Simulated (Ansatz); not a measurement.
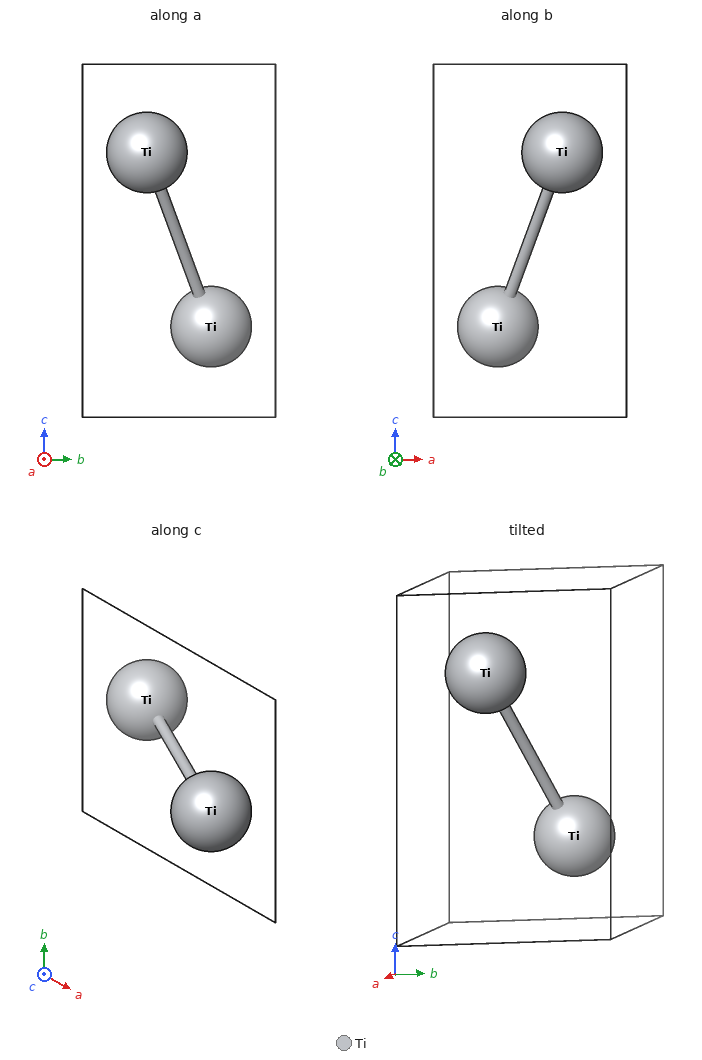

Structure drawing (ball-and-stick), viewed along the a axis, along the b axis, along the c axis and slightly off an axis. The lines enclose the unit cell; boundary atoms appear with their images.

Lattice parameters: a = 2.9384 Å, b = 2.9384 Å, c = 4.6530 Å, α = 90.000°, β = 90.000°, γ = 120.000°.

### Set out the cell and atoms as a CIF in P1 with every atom of the cell, with free fractional coordinates to two decimals.

```cif
data_structure
_symmetry_space_group_name_H-M 'P 1'
_symmetry_Int_Tables_number 1
_cell_length_a 2.9384
_cell_length_b 2.9384
_cell_length_c 4.6530
_cell_angle_alpha 90.000
_cell_angle_beta 90.000
_cell_angle_gamma 120.000
_cell_volume 34.79
loop_
_atom_site_label
_atom_site_type_symbol
_atom_site_fract_x
_atom_site_fract_y
_atom_site_fract_z
_atom_site_occupancy
Ti1 Ti 0.33 0.67 0.26 1
Ti2 Ti 0.67 0.33 0.75 1
```

The cell started as a structure type filled with this element by a generator (whether the element takes this form wasn't checked). The cell was then strained or its atoms displaced on purpose. It went into a calculation with Ansatz.
